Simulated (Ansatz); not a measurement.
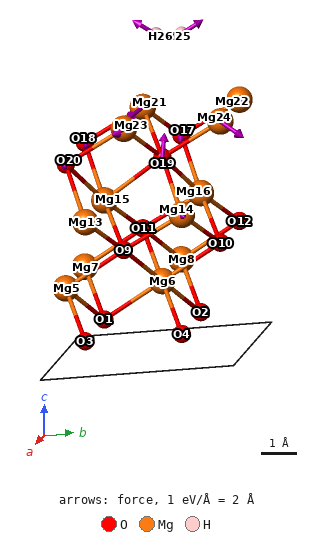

Starting geometry of a slab of composition Mg$_{6}$HO$_{6}$ (cut from the Fm-3m phase) with the computed forces as purple arrows. A ball-and-stick model of the cell of the calculation, outlined in the plane, without the vacuum (origin shifted), seen slightly off an axis.

Case: 1 H2 a cell, flat, over a bridge Mg-Mg site. The slab is the (1 1 1) face of MgO with H2 on it. 12 atoms are held fixed.

All numbers below come from Ansatz, DFT PBE+D3(BJ), scalar-relativistic, plane waves, PAW.

Input file:
```yaml
crystal:
  lattice:
    - [5.9506164706, 0.0, 0.0]
    - [-2.9753082353, 5.1533850317, 0.0]
    - [0.0, 0.0, 24.0733225033]
  atoms:
    - { symbol: O, position: [0.1666666667, 0.3333333333, 0.332318067] }
    - { symbol: O, position: [0.1666666667, 0.8333333333, 0.332318067] }
    - { symbol: O, position: [0.6666666667, 0.3333333333, 0.332318067] }
    - { symbol: O, position: [0.6666666667, 0.8333333333, 0.332318067] }
    - { symbol: Mg, position: [0.3333333333, 0.1666666667, 0.3827749368] }
    - { symbol: Mg, position: [0.3333333333, 0.6666666667, 0.3827749368] }
    - { symbol: Mg, position: [0.8333333333, 0.1666666667, 0.3827749368] }
    - { symbol: Mg, position: [0.8333333333, 0.6666666667, 0.3827749368] }
    - { symbol: O, position: [0.5, 0.5, 0.4332318067] }
    - { symbol: O, position: [0.5, 0.0, 0.4332318067] }
    - { symbol: O, position: [0.0, 0.5, 0.4332318067] }
    - { symbol: O, position: [0.0, 0.0, 0.4332318067] }
    - { symbol: Mg, position: [0.6666666667, 0.3333333333, 0.4797431937] }
    - { symbol: Mg, position: [0.6666666667, 0.8333333333, 0.4797431937] }
    - { symbol: Mg, position: [0.1666666667, 0.3333333333, 0.4797431937] }
    - { symbol: Mg, position: [0.1666666667, 0.8333333333, 0.4797431937] }
    - { symbol: O, position: [0.8333333333, 0.6666666667, 0.5362180305] }
    - { symbol: O, position: [0.8333333333, 0.1666666667, 0.5362180305] }
    - { symbol: O, position: [0.3333333333, 0.6666666667, 0.5362180305] }
    - { symbol: O, position: [0.3333333333, 0.1666666667, 0.5362180305] }
    - { symbol: Mg, position: [0.0, 0.5, 0.5833602589] }
    - { symbol: Mg, position: [0.0, 0.0, 0.5833602589] }
    - { symbol: Mg, position: [0.5, 0.5, 0.5833602589] }
    - { symbol: Mg, position: [0.5, 0.0, 0.5833602589] }
    - { symbol: H, position: [0.25, 0.75, 0.683055679] }
    - { symbol: H, position: [0.2173241837, 0.6108429822, 0.683055679] }
basis:
  ecutwfc: 420
kpoints:
  mp_grid: { grid: [3, 3, 1] }
hamiltonian:
  xc: pbe
  dispersion: d3bj
scf:
  occupations: { method: gaussian, width: 0.05 }
output:
  forces: true
  eigenvalues: true
relax:
  adjacent_minimum: "off"
  f_tol: 0.04
  max_steps: 100
  constraints: [{ sites: [0, 1, 2, 3, 4, 5, 6, 7, 8, 9, 10, 11] }]
efield:
  axis: 3
  dipole_correction: true
  ramp_width: 0.04
```

Command:
```bash
ansatz run input.yaml --threads 4 --pin off --max-ram 10240MiB --backend cpu --events-out ev --progress --plain --runs-dir out
```

### What follows when this structure is relaxed?

It isn't relaxed: the largest force vector, on Mg21, is 0.48 eV/Å. The final displacements have little in common with the starting forces (cosine between the two patterns 0.24). The atom that moves furthest is H26 (1.85 Å along the normal (+c)). Mg and O stay in place. The lattice vectors keep their values. Over 14 accepted moves (15 points after the start) the energy falls by 0.321 eV per cell of the calculation. The largest force component goes from 0.38 to 0.016 eV/Å. 1 step only repeated the SCF at the same geometry. The forces were under the threshold at step 6, but the run went on from there. The run took 4.5 min on 4 threads of Arm Neoverse V1 (shared host), peak memory 1.9 GiB.

Limits of the set-up: the periodic images lie only 6.0 Å apart, so the values are limited by the cell's size.
